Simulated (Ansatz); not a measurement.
**GaP: density, localisation and related maps**

Input

```
crystal:
  lattice:
    - [0.0, 2.4523549673, 3.4676299237]
    - [2.4523549673, 0.0, 3.4676299237]
    - [2.4523549673, 2.4523549673, 0.0]
  atoms:
    - { symbol: Ga, position: [0.0, 0.0, 0.0] }
    - { symbol: P, position: [0.75, 0.75, 0.75] }
basis:
  ecutwfc: 420
kpoints:
  mp_grid: { grid: [10, 10, 10] }
hamiltonian:
  xc: pbe
scf:
  occupations: { method: gaussian, width: 0.05 }
output:
  forces: true
  stress: true
  eigenvalues: true
  write_density: true
  write_potential: true
  elf: true
  volumetric_format: npy
```

Command:

```sh
ansatz run input.yaml --threads 1 --pin off --max-ram 2560MiB --backend cpu --events-out ev --progress --plain --runs-dir out
```

Below, planes, directions and counts refer to the conventional cell (a = 3.47 Å, b = 3.47 Å, c = 6.94 Å, α = 90.00°, β = 90.00°, γ = 90.00°).

Space group I-4m2.

Level of theory: DFT PBE, scalar-relativistic, plane waves, PAW (Ansatz 0.2.0).

The density is the valence pseudo-density of a PAW calculation; it isn't the true density close to the nuclei.

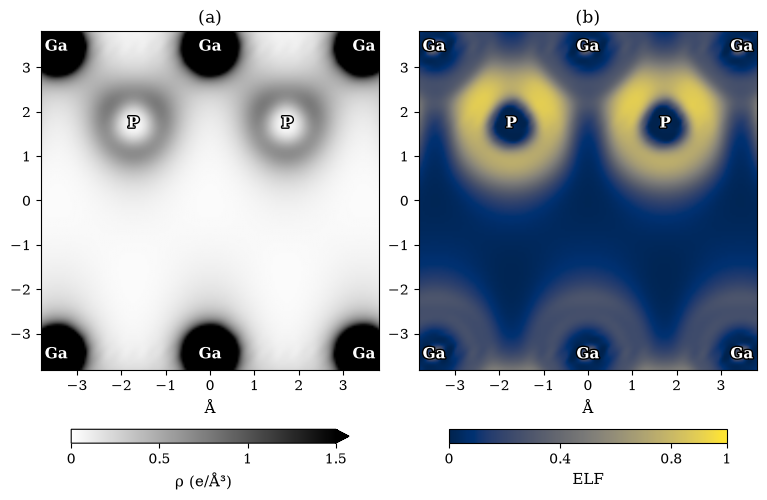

Figure 1. (a) valence pseudo-density; (b) ELF on the (010) plane of the conventional cell.

Interpret the plot.

- Atoms in the plane: Ga and P.
- Ga–P (2.45 Å): the density is about 0.46 e/Å³ at the midpoint; the ELF peaks at about 0.90 in the valence shell of P, 0.9 Å from its nucleus, and is about 0.70 at the midpoint.
- Between the atoms the lowest density in this plane is 0.02 e/Å³.
- The features right at Ga lie inside the PAW spheres, where the map follows smoothed inner orbitals and isn't to be read closely.

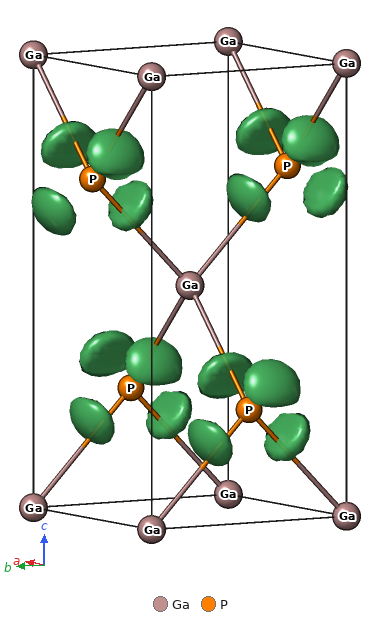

Figure 2. Isosurface of the electron localisation function at 0.85 (green), seen at an oblique angle. Only the valence region is drawn (cores and ρ < 0.01 e/Å³ removed). Sticks mark near contacts.

What do the ELF domains correspond to?

The ELF exceeds this value in eight lobes of the valence shell of P pointing towards Ga (polar bonds), counted in one cell of 4 atoms. Regions shared between cells count once.

Metal or insulator at this level of theory?

It is metallic or semimetallic at this level of theory: no gap opens.
